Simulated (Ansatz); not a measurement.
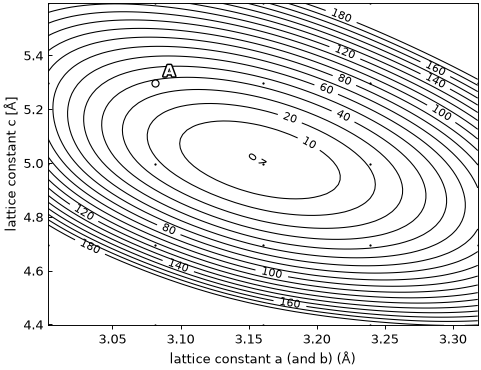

Hf (P6_3/mmc, No. 194; 2 atoms in the cell). The energy is mapped over the lattice constants a and c of the conventional cell. Coordinates scanned: (1) lattice constant a (and b); (2) lattice constant c. Nothing is relaxed (symmetry fixes all fractional coordinates). The scan uses a 5 × 5 grid. Points are written as (first, second). All energies are given in meV/atom relative to the lowest grid point. Theory: Ansatz 0.2.0, DFT PBEsol, scalar-relativistic, plane waves, PAW. Settings: cutoff 420 eV, k-mesh 18×18×10 in the order of the run's cell vectors, gaussian smearing 0.15 eV, no spin polarisation.

Drawn: contour lines labelled in meV/atom (none above 180), dots at the grid points, the point A. Between grid points the surface is interpolated.

Question: Is A at rest? If not, where is it pushed?

Answer: A, at (3.081 Å, 5.296 Å), is not a stationary point. The computed force is 197 meV/atom for each Å towards larger values of lattice constant a (and b) and 184 meV/atom for each Å towards smaller values of lattice constant c.
